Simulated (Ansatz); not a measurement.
The calculation's input:

```
crystal:
  lattice:
    - [7.0028213824, 0.0, 0.0]
    - [-3.5014106912, 6.0646212153, 0.0]
    - [0.0, 0.0, 6.6481502]
  atoms:
    - { symbol: Al, position: [0.33363, 0.33363, 0.999409] }
    - { symbol: Al, position: [0.0, 0.66637, 0.999409] }
    - { symbol: Al, position: [0.66637, 0.0, 0.999409] }
    - { symbol: Al, position: [0.6666666667, 0.3333333333, 0.499946] }
    - { symbol: Al, position: [0.3333333333, 0.6666666667, 0.499946] }
    - { symbol: Ga, position: [0.0, 0.0, 0.500566] }
    - { symbol: As, position: [0.334138, 0.334138, 0.373778] }
    - { symbol: As, position: [0.0, 0.665862, 0.373778] }
    - { symbol: As, position: [0.665862, 0.0, 0.373778] }
    - { symbol: As, position: [0.6666666667, 0.3333333333, 0.873999] }
    - { symbol: As, position: [0.3333333333, 0.6666666667, 0.873999] }
    - { symbol: As, position: [0.0, 0.0, 0.875983] }
basis:
  ecutwfc: 500
kpoints:
  mp_grid: { grid: [6, 6, 4] }
  band_path:
    path:
      - [[0.0, 0.0, 0.0], [0.5, 0.0, 0.0], [0.33333333, 0.33333333, 0.0], [0.0, 0.0, 0.0], [0.0, 0.0, 0.5], [0.5, 0.0, 0.5], [0.33333333, 0.33333333, 0.5], [0.0, 0.0, 0.5]]
      - [[0.5, 0.0, 0.5], [0.5, 0.0, 0.0]]
      - [[0.33333333, 0.33333333, 0.5], [0.33333333, 0.33333333, 0.0], [0.33333333, 0.33333333, -0.5]]
    npoints: 10
hamiltonian:
  xc: r2scan
scf:
  occupations: { method: gaussian, width: 0.02 }
  n_extra_bands: 30
output:
  forces: true
  stress: true
  eigenvalues: true
  populations: true
  dos: { projected: true, de: 0.02, nscf_kmesh: { grid: [9, 9, 6] } }
  bader: false
  write_density: true
  write_potential: true
  elf: true
  volumetric_format: npy
```

Launched as:

```sh
ansatz run input.yaml --threads 4 --pin off --max-ram 8192MiB --backend cpu --events-out ev --progress --plain --runs-dir out
```

Below, planes, directions and counts refer to the conventional cell (a = 7.00 Å, b = 7.00 Å, c = 6.65 Å, α = 90.00°, β = 90.00°, γ = 120.00°).

Space group P31m; a structure generated by program, which may or may not match a known phase; computed pressure about −2 GPa in this cell.

These are results of Ansatz 0.2.0, DFT r2SCAN, scalar-relativistic, plane waves, PAW, not measurements.

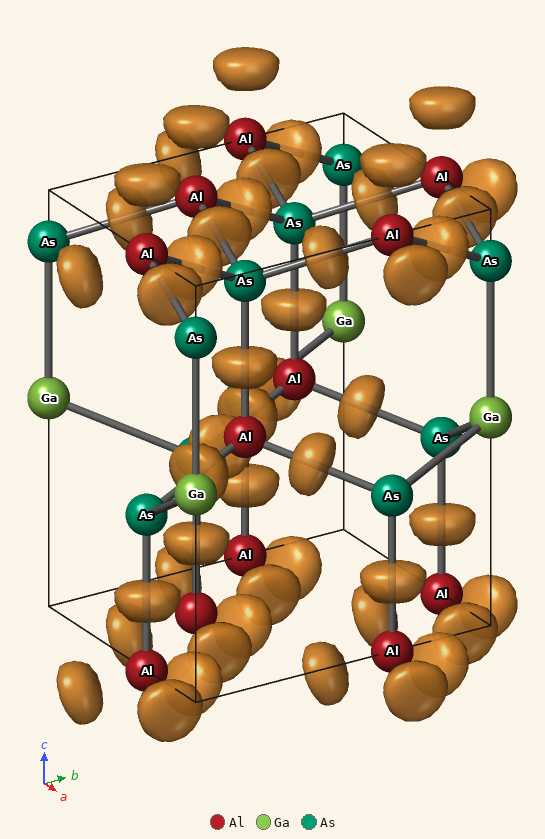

Al5GaAs6. Isosurface of the electron localisation function at 0.85 (orange), seen slightly off an axis. Core shells and regions of very low density are left out. Sticks mark near contacts.

Core electrons are frozen (PAW), and the valence fields are smoothed inside the atomic spheres.

### Where are the electrons localised?

At this value the surface marks out 20 regions between bonded Al–As atoms (shared pairs), counted in one cell of 12 atoms. Regions shared between cells count once.

Values along the shortest contacts:
Al–As (2.48 Å): the ELF is about 0.90 at the midpoint. Ga–As (2.49 Å): the ELF peaks at about 0.80 between the atoms (a covalent bond).

### Metal or insulator at this level of theory?

It is gapped, with a Kohn–Sham gap of 1.7 eV on the k-point mesh (the band edges may lie off the mesh, which would make the gap smaller).
